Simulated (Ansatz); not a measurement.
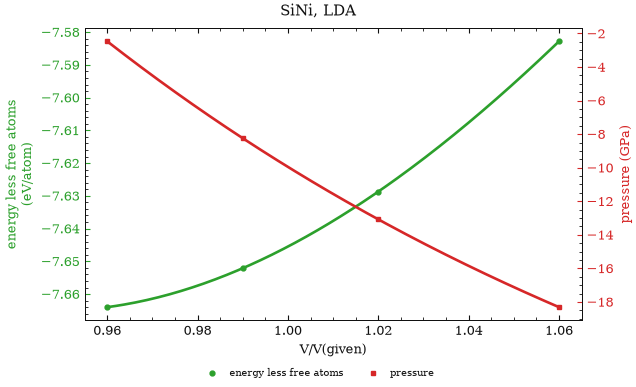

Figure. Energy less free atoms and pressure against V/V(given) for SiNi, space group Pmmn (No. 59).

V(given) is 11.64 Å³/atom.

The energy less free atoms rises from −7.6640 eV/atom at V/V(given) 0.96 to −7.5828 eV/atom at 1.06. The pressure falls from −2.5 GPa at V/V(given) 0.96 to −18.3 GPa at 1.06.

Calculation (Ansatz 0.2.0): periodic Kohn-Sham DFT of a crystal at fixed atoms, scaled to the stated factor times the given cell; pressure positive in compression, energy less spherical unpolarised free atoms. Level: LDA, collinear spin. The state reached is without moments.

method all-electron LAPW; relativity scalar; k mesh 11×10×7; occupations Fermi–Dirac; smearing width 0.05 eV; basis error target 1 (meV/atom); nucleus Gaussian.

Structure:
```cif
data_structure
_symmetry_space_group_name_H-M 'P 1'
_symmetry_Int_Tables_number 1
_cell_length_a 3.0266
_cell_length_b 3.2735
_cell_length_c 4.6978
_cell_angle_alpha 90.000
_cell_angle_beta 90.000
_cell_angle_gamma 90.000
_cell_volume 46.54
loop_
_atom_site_label
_atom_site_type_symbol
_atom_site_fract_x
_atom_site_fract_y
_atom_site_fract_z
_atom_site_occupancy
Si1 Si 0.50000 0.50000 0.84230 1
Si2 Si 0.00000 0.00000 0.15770 1
Ni1 Ni 0.50000 0.50000 0.34420 1
Ni2 Ni 0.00000 0.00000 0.65580 1
```

Caveats: the volumes run don't bracket the minimum of the energy, so any equilibrium value is extrapolated; run without spin, though Ni often carries a moment; shape and atomic fractions are frozen while scaling, which makes layered, chain and framework solids too stiff.
